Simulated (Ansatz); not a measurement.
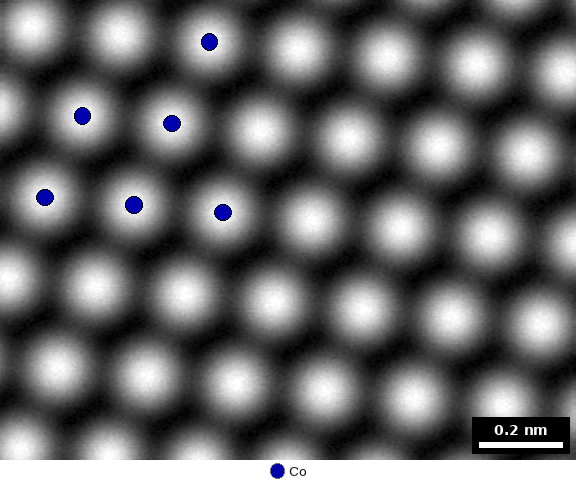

Dark-field STEM-like image of Co (Fm-3m, No. 225) along [110]. Simulated incoherent Z contrast: every atom adds Z^1.8 spread by a probe of 1.30 Å full width; channelling and multiple scattering are left out. The display is stretched by a gamma of 0.8; percentages refer to the linear signal. Shot noise and a slight drift were added. Structure used: a calculation's starting geometry; the starting structure was generated, so it need not be a known form of this composition.

Coloured dots in one corner mark the columns of the model.

Q: Describe what the image shows.

A: The columns repeat on a centred rectangular net of 2.51 × 3.55 Å (plane group c2mm). All columns are alike (Co). The shortest distance between visible columns is 2.17 Å in projection. Along the beam the structure repeats every 2.51 Å.
